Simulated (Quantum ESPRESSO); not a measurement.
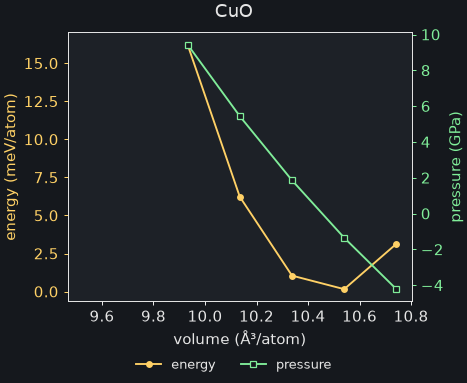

The picture above shows the energy and pressure against volume for CuO, space group C2/c (No. 15).

Starting cell:
```
Cu O
1.0
     2.34185   -1.71130    0.00000
     2.34185    1.71130    0.00000
    -0.85003    0.00000    5.05787
Cu O
2 2
Direct
  0.50000 0.00000 0.50000
  0.00000 0.50000 0.00000
  0.41840 0.58160 0.75000
  0.58160 0.41840 0.25000
```

Calculation (Quantum ESPRESSO 7.5): plane-wave DFT, no spin polarisation; energies at scaled volumes of the given cell, shape and fractions fixed, counted from the fit's minimum, third-order Birch-Murnaghan fit. Level: PBE.

k mesh 10×10×5; occupations Fermi–Dirac; smearing width 0.05 eV; potentials SSSP 1.3 efficiency PBE; wave cutoff 748.3 eV; density cutoff 5987 eV.

The points at volume 9.53 Å³/atom and 9.73 Å³/atom are left out of the plot. What values does the calculation give there?

```tsv
volume (Å³/atom)	energy (meV/atom)	pressure (GPa)
9.53	52.97	18.91
9.73	31.60	13.91
```

Keep in mind: shape and atomic fractions are frozen while scaling, which makes layered, chain and framework solids too stiff.
